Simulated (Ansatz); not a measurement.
# CoSi: what the fields show

```
Co Si
1.0
     4.40215    0.01489    0.02655
    -0.01489   -4.42492    0.00297
    -0.02655    0.00297   -4.50407
Co Si
4 4
Direct
  0.14229 0.85878 0.85530
  0.37113 0.14998 0.36150
  0.64602 0.64178 0.13600
  0.84778 0.35863 0.64379
  0.83491 0.15233 0.15962
  0.64581 0.84616 0.65800
  0.35347 0.33243 0.83669
  0.15859 0.65992 0.34909
```

Space group P1; changed on purpose from its base cell (all atoms moved at random (sigma 0.03 A a component), cell strained at random (sigma 0.01)); not relaxed (largest force 1.3 eV/Å); computed without spin polarisation.

All numbers below come from Ansatz 0.2.0, DFT PBE, scalar-relativistic, plane waves, PAW.

In a PAW calculation such maps are meaningful between the atoms, not at the nuclei.

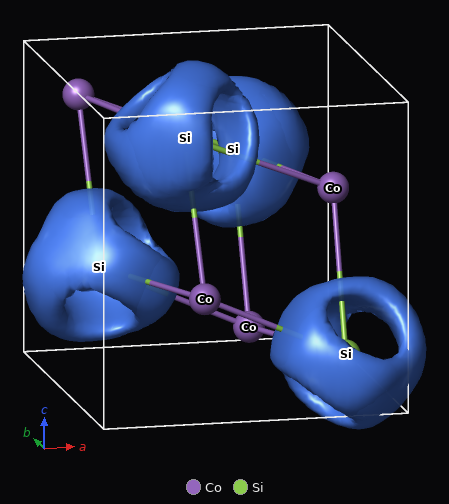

Figure 1. Isosurface of the ELF at 0.6 (blue), seen slightly off an axis. Core shells and regions of very low density are left out. Sticks mark near contacts.

### Identify the bonds, lone pairs and shells in this picture.

At this value the surface marks out four regions wrapped around Si (the valence shell of each), counted in one cell of 8 atoms. Regions shared between cells count once. Profiles from the grid: Co–Si (2.24 Å): the ELF peaks at about 0.70 in the valence shell of Si, 0.9 Å from its nucleus, and is about 0.45 at the midpoint. Co–Si (2.29 Å): the ELF peaks at about 0.65 in the valence shell of Si, 0.9 Å from its nucleus, and is about 0.45 at the midpoint.

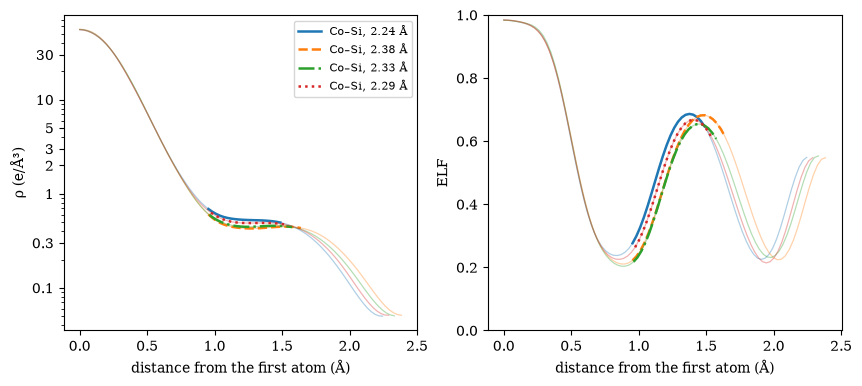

Figure 2. Valence charge density (pseudo) and electron localisation function along straight lines between neighbouring atoms. Thin, pale parts lie inside the atomic spheres.

### What can be read from the curves?

Co–Si (2.24 Å): ρ is about 0.54 e/Å³ halfway; the ELF peaks at about 0.70 in the valence shell of Si, 0.9 Å from its nucleus, and is about 0.45 at the midpoint.
Co–Si (2.38 Å): ρ at the midpoint is about 0.43 e/Å³; the ELF peaks at about 0.70 in the valence shell of Si, 0.9 Å from its nucleus, and is about 0.45 at the midpoint.
Co–Si (2.33 Å): the density is about 0.45 e/Å³ at the midpoint; the ELF peaks at about 0.65 in the valence shell of Si, 0.9 Å from its nucleus, and is about 0.45 at the midpoint.
Co–Si (2.29 Å): ρ at the midpoint is about 0.5 e/Å³; the ELF peaks at about 0.65 in the valence shell of Si, 0.9 Å from its nucleus, and is about 0.45 at the midpoint.

### Does the calculation give a band gap?

It is gapless in this calculation (a metal or semimetal).
